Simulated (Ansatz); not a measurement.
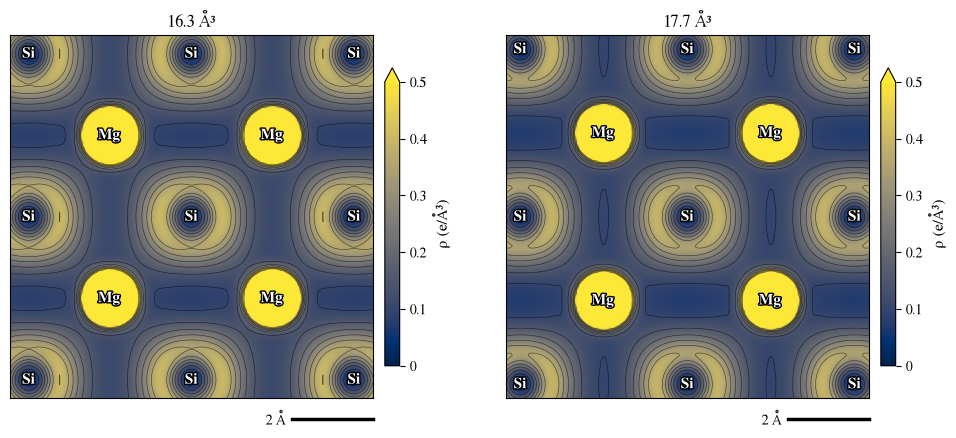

MgSi. The valence charge density (pseudo) of cells scaled evenly to different volumes (given per atom above each panel), on the (11̄0) plane of each (indices in the axes of the cell below), at one length scale and on one colour scale.

A structure from a database of computed crystals, not necessarily the ambient phase.

Method: Kohn-Sham DFT of a periodic cell, PBE0, Ansatz PAW (Ansatz 0.2.0).

In a PAW calculation such maps are meaningful between the atoms, not at the nuclei.

The largest cell:

```xyz
2
Lattice="2.9277 0.0000 0.0000 0.0000 2.9277 0.0000 0.0000 0.0000 4.1306" Properties=species:S:1:pos:R:3 pbc="T T T"
Si    1.4638    1.4638    2.0653
Mg    0.0000    0.0000    0.0000
```

| volume (Å³/atom) | Mg–Si contact in the plane (Å) | ρ at its midpoint (e/Å³) | pressure (GPa) | 
| --- | --- | --- | --- |
| 16.31 | 2.846 | 0.195 | 1.1 | 
| 16.66 | 2.866 | ? | ? | 
| 17.70 | 2.924 | 0.176 | −4.6 | 

What values belong in the row with question marks?

Answer. Over the known rows ln ρ falls by 1.31 per Å of Mg–Si distance (the line through the two), which gives 0.190 e/Å³ at 2.866 Å; the calculation gives 0.190 e/Å³. For the pressure, a straight line in volume between the neighbouring rows gives −0.3 GPa; the calculation gives −0.6.
